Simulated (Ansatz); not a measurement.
# Mg$_{6}$O$_{5}$ (distorted or defective cell): what the fields show

Input

```
crystal:
  lattice:
    - [5.6337039799, 0.0, 0.0]
    - [0.0, 5.6337039799, 0.0]
    - [0.0, 0.0, 5.6337039799]
  atoms:
    - { symbol: Mg, position: [0.25, 0.0, 0.5] }
    - { symbol: Mg, position: [0.0, 0.5, 0.25] }
    - { symbol: Mg, position: [0.5, 0.75, 0.0] }
    - { symbol: Mg, position: [0.75, 0.0, 0.5] }
    - { symbol: Mg, position: [0.0, 0.5, 0.75] }
    - { symbol: Mg, position: [0.5, 0.25, 0.0] }
    - { symbol: O, position: [0.5, 0.0, 0.25] }
    - { symbol: O, position: [0.0, 0.75, 0.5] }
    - { symbol: O, position: [0.75, 0.5, 0.0] }
    - { symbol: O, position: [0.5, 0.0, 0.75] }
    - { symbol: O, position: [0.0, 0.25, 0.5] }
basis:
  ecutwfc: 420
kpoints:
  mp_grid: { grid: [4, 4, 4] }
hamiltonian:
  xc: pbe
  pseudopotentials: { kind: paw, azcp: { folder: soft_1 } }
scf:
  occupations: { method: gaussian, width: 0.05 }
output:
  forces: true
  stress: true
  eigenvalues: true
  write_density: true
  write_potential: true
  elf: true
  volumetric_format: npy
```

Command:

```sh
ansatz run input.yaml --threads 4 --pin off --max-ram 8192MiB --backend cpu --events-out ev --progress --plain --runs-dir out
```

Changed on purpose from its base cell (O vacancy; atom 9 moved 0.000 of the way to it and +0.000 A across, host rigid); not relaxed (largest force 0.3 eV/Å); PAW files of the earlier set (soft_1).

The calculation used Ansatz 0.2.0, DFT PBE, scalar-relativistic, plane waves, PAW.

The density is the valence pseudo-density of a PAW calculation; it isn't the true density close to the nuclei.

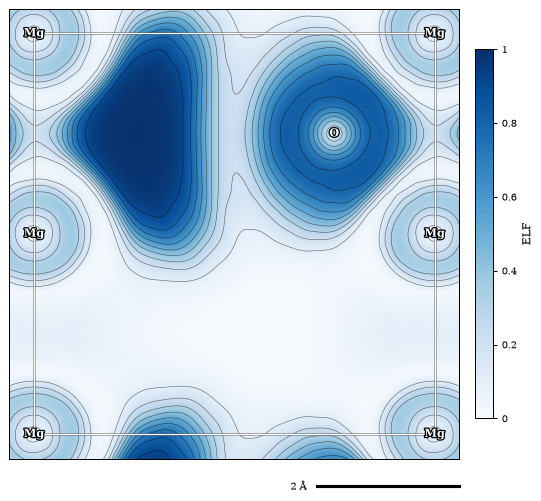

Figure 1. Electron localisation function on the (010) plane of the calculation cell.

What does the map show?

The section cuts through Mg and O sites.
Mg–O (1.99 Å): the ELF peaks at about 0.85 in the valence shell of O, 0.6 Å from its nucleus, and is about 0.35 at the midpoint: an ionic contact with no shared pair.
The ELF has a maximum of about 1 in the space between the atoms, 2.0 Å from four Mg atoms, on no atom or two-centre bond.

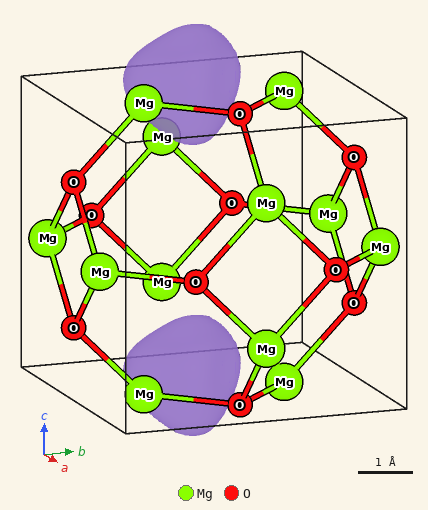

Figure 2. Isosurface of the electron localisation function at 0.9 (purple), seen slightly off an axis. Only the valence region is drawn (cores and ρ < 0.01 e/Å³ removed). Sticks mark near contacts.

Where are the electrons localised?

The ELF exceeds this value in one pocket between the atoms, centred on no nucleus (multi-centre or interstitial), counted in one cell of 11 atoms. Any copies at cell faces, edges or corners count once.

Does the calculation give a band gap?

It is gapped, with a Kohn–Sham gap of 1.2 eV on the k-point mesh, an upper bound to the gap of this method.
